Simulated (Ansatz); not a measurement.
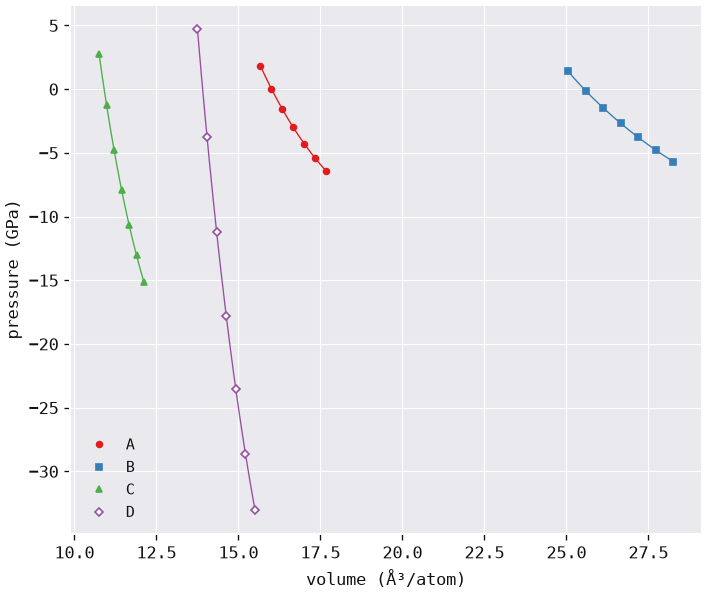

The plot gives the computed pressure against volume, with one curve for each element, for Al, Cu, Ir and Sb (all in space group P6_3/mmc (No. 194)). The labels are replaced by letters.

Computed with Ansatz 0.2.0: all-electron LAPW DFT, no spin polarisation; energies at scaled volumes of the given cell, shape and fractions fixed, counted from the fit's minimum, third-order Birch-Murnaghan fit. Level: LDA.

occupations Fermi–Dirac; smearing width 0.05 eV; potentials all electron LAPW, scalar relativistic.

> Which letter stands for which compound?

A: Al; B: Sb; C: Cu; D: Ir.

Note: shape and atomic fractions are frozen while scaling, which makes layered, chain and framework solids too stiff.
